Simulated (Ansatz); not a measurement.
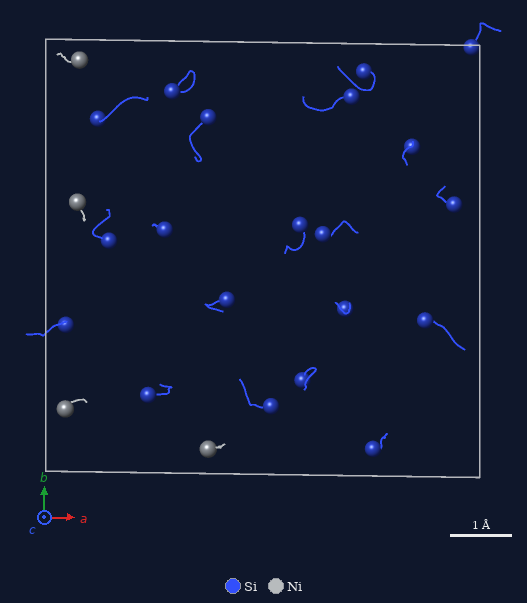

A Born-Oppenheimer molecular dynamics run of an amorphous cell of composition Si$_{5}$Ni (24 atoms in the cell), 72 fs long. Lines trace each atom's path, in the colour of its element; spheres stand at the starting positions. Seen along the c axis in the simulation cell.

Theory: DFT PBE, scalar-relativistic, plane waves, PAW in Ansatz. Set-up: plane-wave cutoff 320 eV; k-point mesh 1 × 1 × 1; Fermi-Dirac smearing 0.212 eV; set temperature 2460 K; time step 3 fs.

**How do the atoms move?**

In the second half of the run the atoms are, in the root-mean-square, this far from where they began (common drift taken out): Si 0.55 Å, Ni 0.32 Å. The run lasts only 72 fs, too short to tell vibration from diffusion. Bond changes: 3 Si–Si bonds form between 42 fs and 72 fs; 4 Si–Si bonds break between 45 fs and 54 fs. The mean temperature in the second half is 2622 K (standard deviation 254 K). The potential energy is still drifting at the end, so the run hasn't reached equilibrium. The potential energy in the second half lies on average 25.9 meV per atom below the first frame. The mean pressure there is 12.8 GPa.

Limits of the set-up: the cutoff lies below the recommended one; the periodic images lie only 7.1 Å apart, so the values are limited by the cell's size; an element that often carries a moment was run without spin polarisation.

The run took 100 s on 2 threads of Intel(R) Xeon(R) Processor @ 2.50GHz (Skylake/Cascade Lake), on a shared host, peak memory 0.48 GiB.
